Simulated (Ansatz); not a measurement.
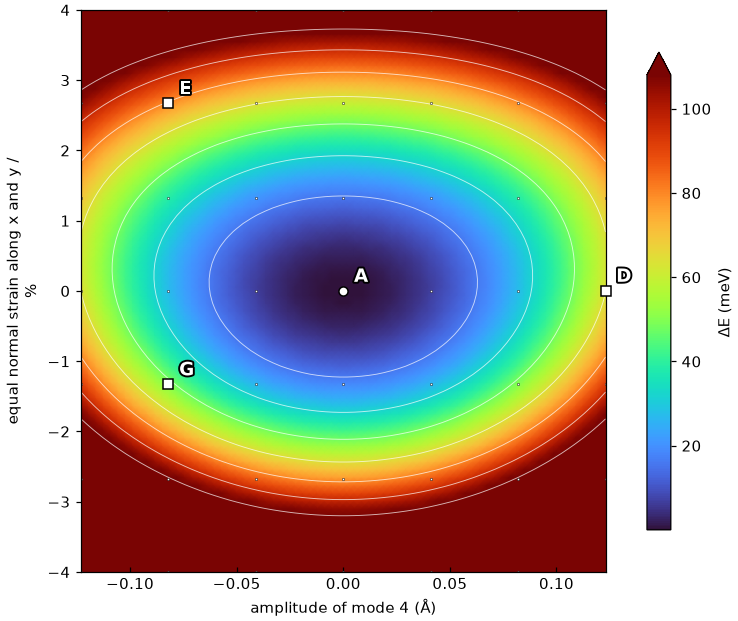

GaSb3 (Fm-3m, No. 225; 4 atoms in the cell). The energy is mapped over a normal mode and a strain (zone-centre modes of the 4-atom cell of this scan) (x, y and z along the cube axes). The first coordinate is: amplitude of mode 4 (94 cm⁻¹), largest displacement in the unstrained cell; the second: equal normal strain along x and y. Nothing is relaxed (the pattern is fixed in fractional coordinates). The grid has 7 × 7 points; 28 points were computed and 21 follow by symmetry. Points are written as (first, second). Energies: meV per cell, counted from the lowest grid point. Level of theory: DFT PBEsol+D3(BJ), scalar-relativistic, plane waves, PAW (Ansatz). Settings: cutoff 420 eV, k-mesh 10×10×10, gaussian smearing 0.15 eV, no spin polarisation.

In the figure: a smooth colour map with a few white contour lines, dots at the grid points, one colour for all values above the top of the scale, lettered points. Between grid points the surface is interpolated.

Question: Is G the lowest point of the computed grid?

Answer: No. G lies 50 meV above the lowest grid point, which is at (0.000 Å, 0.00 %).

Question: Rank the lettered points by energy, lowest first.

Answer: A (0 meV), G (50 meV), D (64 meV), E (79 meV).

PAW datasets: the set soft_1.
